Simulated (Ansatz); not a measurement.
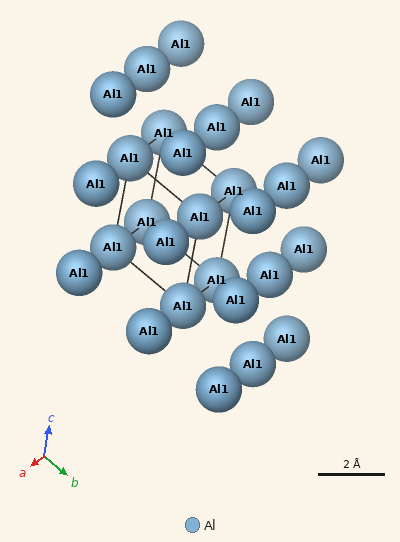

Figure 1. The input geometry of run 1 (spheres-only view of the reduced cell, repeated 2 × 2 × 2, seen slightly off an axis; atoms are numbered from 1 in the order of the input). An atom can appear more than once, as a periodic image.

# Al: a changed input and its effect

System: Al (I4/mmm, 1 atom in the cell).
Method of run 1: DFT PBE, scalar-relativistic, plane waves, PAW, no spin polarisation (Ansatz 0.2.0).

The structure derives from an entry of the Crystallography Open Database. Text and figures count atoms from 1; the logs count them from 0 in places.

**The input, run 1**
```yaml
crystal:
  lattice:
    - [0.0, 1.9936203, 2.02398]
    - [1.9936203, 0.0, 2.02398]
    - [1.9936203, 1.9936203, 0.0]
  atoms:
    - { symbol: Al, position: [0.0, 0.0, 0.0] }
basis:
  ecutwfc: 420
kpoints:
  mp_grid: { grid: [20, 20, 20] }
hamiltonian:
  xc: pbe
scf:
  occupations: { method: gaussian, width: 0.15 }
output:
  forces: true
  stress: true
  eigenvalues: true
```

Command:
```bash
ansatz run input.yaml --threads 1 --pin off --max-ram 2560MiB --backend cpu --events-out ev --progress --plain --runs-dir out
```

Hardware: 1 thread of Intel Xeon (Sapphire Rapids), 32 GiB of memory available, shared host.

**Output, shortened to warnings, some set-up lines, iterations and results (run 1)**
```
Basis set: ecut = 420 eV, 331 PW (Γ), exchange–correlation on 40×40×40 points (8 copies of the dense FFT grid, shifted against one another)
Symmetry: 16 space group operations
k-points: 641 of 8000
Initial density: superposition of atomic densities (neutral atoms: chi_scale 0, normalization atom), corrected by the library's trained network
[...]
SCF iter   1: F=—  HF=-537.501627 eV  |F-HF|=—  |Δ(HF+E_count)|=         —  Δρ=5.28e-4  dr2=1.67e-5  ethr=1.77e-3  ⟨swp⟩=4.7  Hψ=32185  notcnv=0
SCF iter   2: F=—  HF=-537.501666 eV  |F-HF|=—  |Δ(HF+E_count)|=   3.83e-5  Δρ=2.75e-4  dr2=4.83e-6  ethr=5.55e-7  ⟨swp⟩=2.0  Hψ=9818  notcnv=0
SCF iter   3: F=-537.501676 eV  HF=-537.501676 eV  |F-HF|=9.91e-9  |Δ(HF+E_count)|=   1.03e-5  Δρ=1.72e-5  dr2=4.93e-8  ethr=1.61e-7  ⟨swp⟩=1.3  Hψ=3821  notcnv=0
SCF iter   4: F=-537.501676 eV  HF=-537.501676 eV  |F-HF|=1.02e-9  |Δ(HF+E_count)|=   1.13e-8  Δρ=6.00e-6  dr2=5.72e-9  ethr=1.64e-9  ⟨swp⟩=1.1  Hψ=3615  notcnv=0
SCF iter   5: F=-537.501676 eV  HF=-537.501676 eV  |F-HF|=2.77e-11  |Δ(HF+E_count)|=  9.16e-10  Δρ=7.69e-7  dr2=1.08e-10  ethr=1.91e-10  ⟨swp⟩=1.0  Hψ=3570  notcnv=0
SCF iter   6: F=-537.501676 eV  HF=-537.501676 eV  |F-HF|=2.05e-12  |Δ(HF+E_count)|=  2.21e-11  Δρ=1.95e-7  dr2=6.89e-12  ethr=3.59e-12  ⟨swp⟩=2.0  Hψ=12358  notcnv=0
SCF 1 converged in 6 iterations: F = -537.501676 eV  dr2 = 6.89e-12
SCF converged after 6 iterations
Free energy (F): -537.501676 eV
Harris-Foulkes:  -537.501676 eV  (|F-HF|=2.05e-12)
Internal energy: -537.497156 eV  (E = F + TS)
E sigma→0 (E₀):  -537.499416 eV
Entropy (-TS):   -0.004520 eV (-4.520 meV/atom)
Fermi energy:    8.249994 eV
--- Per-component energies (eV) ---
  E_band       = 11.154286
  E_kinetic    = 23.154415
  E_local      = 10.294048  (includes V_loc(G=0)·N_el)
  E_nonlocal   = 10.358709
  E_hartree    = 0.108178
  E_xc         = -39.897416
  E_vxc        = -29.173499  (∫ρ·V_xc dr)
  E_paw        = -467.379189  (= ΣΔE_a)
  E_vpaw       = -3.695742  (= ΣTr[D̂ρ^β])
  E_aug_tail   = -0.000002  (compensation charges beyond the density's cutoff)
  E_ewald      = -74.135898
  E_smearing   = -0.004520  (= −TS)
  E_closure    = 0.000000  (closes the sum)
  Σ components = -537.501676   (vs F -537.501676, Δ=0.00e0)
--- Forces (eV/Å), atoms counted from 1 ---
  atom   1  Al    -0.00000000     0.00000000    -0.00000000
  max |Σ_I F_I| component: 2.47e-32 eV/Å
--- Stress (GPa, compression-positive) ---
        2.185797       0.000000       0.000000
        0.000000       2.185797       0.000000
        0.000000       0.000000       1.682694
  P = ⅓ Tr σ = 2.0181 GPa (20.181 kbar)
```

The input of run 2 differs as follows (lines with − go, lines with + come):
```diff
-    - [0.0, 1.9936203, 2.02398]
-    - [1.9936203, 0.0, 2.02398]
+    - [0.0, 1.9936203, 1.9632606]
+    - [1.9936203, 0.0, 1.9632606]
```

What does this change do to the results?

With the same functional and potentials, run 2 lies 10.2 meV per atom higher. The pressure goes from 2.02 to 4.84 GPa. The volume per atom goes from 16.09 to 15.61 Å³. The number of SCF iterations is the same. The plane waves at Γ go from 331 to 323.

**Output, shortened to warnings, some set-up lines, iterations and results (run 2)**
```
Basis set: ecut = 420 eV, 323 PW (Γ), exchange–correlation on 40×40×40 points (8 copies of the dense FFT grid, shifted against one another)
Symmetry: 16 space group operations
k-points: 641 of 8000
Initial density: superposition of atomic densities (neutral atoms: chi_scale 0, normalization atom), corrected by the library's trained network
[...]
SCF iter   1: F=—  HF=-537.491464 eV  |F-HF|=—  |Δ(HF+E_count)|=         —  Δρ=5.86e-4  dr2=2.13e-5  ethr=1.77e-3  ⟨swp⟩=4.7  Hψ=32351  notcnv=0
SCF iter   2: F=—  HF=-537.491491 eV  |F-HF|=—  |Δ(HF+E_count)|=   2.62e-5  Δρ=2.98e-4  dr2=5.33e-6  ethr=7.09e-7  ⟨swp⟩=2.1  Hψ=9781  notcnv=0
SCF iter   3: F=-537.491500 eV  HF=-537.491500 eV  |F-HF|=4.38e-9  |Δ(HF+E_count)|=   9.81e-6  Δρ=1.35e-5  dr2=1.94e-8  ethr=1.78e-7  ⟨swp⟩=2.0  Hψ=4497  notcnv=0
SCF iter   4: F=-537.491500 eV  HF=-537.491500 eV  |F-HF|=1.71e-12  |Δ(HF+E_count)|=   4.76e-9  Δρ=4.29e-6  dr2=2.20e-9  ethr=6.46e-10  ⟨swp⟩=1.0  Hψ=3571  notcnv=0
SCF iter   5: F=-537.491500 eV  HF=-537.491500 eV  |F-HF|=1.71e-12  |Δ(HF+E_count)|=  3.34e-11  Δρ=1.86e-7  dr2=5.86e-12  ethr=7.34e-11  ⟨swp⟩=1.0  Hψ=3570  notcnv=0
SCF iter   6: F=-537.491500 eV  HF=-537.491500 eV  |F-HF|=1.14e-13  |Δ(HF+E_count)|=  1.14e-13  Δρ=3.47e-8  dr2=1.99e-13  ethr=1.00e-12  ⟨swp⟩=2.0  Hψ=12413  notcnv=0
SCF 1 converged in 6 iterations: F = -537.491500 eV  dr2 = 1.99e-13
SCF converged after 6 iterations
Free energy (F): -537.491500 eV
Harris-Foulkes:  -537.491500 eV  (|F-HF|=1.14e-13)
Internal energy: -537.487128 eV  (E = F + TS)
E sigma→0 (E₀):  -537.489314 eV
Entropy (-TS):   -0.004373 eV (-4.373 meV/atom)
Fermi energy:    8.572134 eV
--- Per-component energies (eV) ---
  E_band       = 11.875153
  E_kinetic    = 23.639860
  E_local      = 10.764195  (includes V_loc(G=0)·N_el)
  E_nonlocal   = 10.424900
  E_hartree    = 0.115941
  E_xc         = -40.102765
  E_vxc        = -29.441067  (∫ρ·V_xc dr)
  E_paw        = -467.436777  (= ΣΔE_a)
  E_vpaw       = -3.744616  (= ΣTr[D̂ρ^β])
  E_aug_tail   = -0.000002  (compensation charges beyond the density's cutoff)
  E_ewald      = -74.892480
  E_smearing   = -0.004373  (= −TS)
  E_closure    = 0.000000  (closes the sum)
  Σ components = -537.491500   (vs F -537.491500, Δ=0.00e0)
--- Forces (eV/Å), atoms counted from 1 ---
  atom   1  Al     0.00000000     0.00000000     0.00000000
  max |Σ_I F_I| component: 7.70e-34 eV/Å
--- Stress (GPa, compression-positive) ---
        4.676798       0.000000       0.000000
        0.000000       4.676798       0.000000
        0.000000      -0.000000       5.169616
  P = ⅓ Tr σ = 4.8411 GPa (48.411 kbar)
```

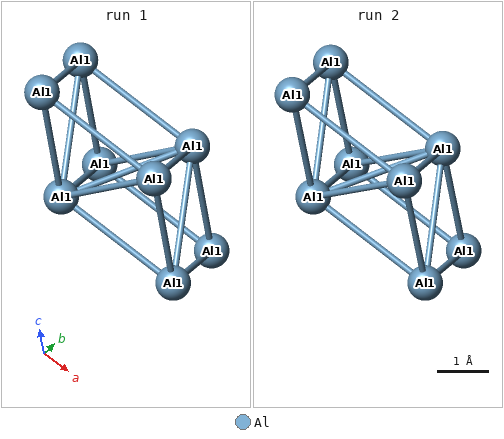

Figure 2. The two input geometries at one scale (ball-and-stick view of the reduced cell, seen slightly off an axis). No atom moves by more than 0.005 Å relative to the cell. The drawn cell changes as follows: a = b stay at 2.819 Å, c 2.841 → 2.798 Å (−1.5 %), α 119.7° → 120.3°, β 119.7° → 120.3°; the volume changes by −3.0 %. Among the contacts that change: Al1–Al1 2.841 → 2.798 Å.

**The two runs side by side**

| quantity | run 1 | run 2 |
| --- | --- | --- |
| outcome | converged | converged |
| free energy per atom (eV) | −537.5017 | −537.4915 |
| energy per atom, smearing taken to zero (eV) | −537.4994 | −537.4893 |
| gap on the mesh (eV) | 0.00 | 0.00 |
| pressure (GPa) | 2.02 | 4.84 |
| volume per atom (Å³) | 16.09 | 15.61 |
| largest force (eV/Å) | 0.000 | 0.000 |
| SCF iterations | 6 | 6 |
| irreducible k-points | 641 | 641 |
| plane waves at Γ | 331 | 323 |
| wall time (shared host) | 2.4 s | 2.6 s |
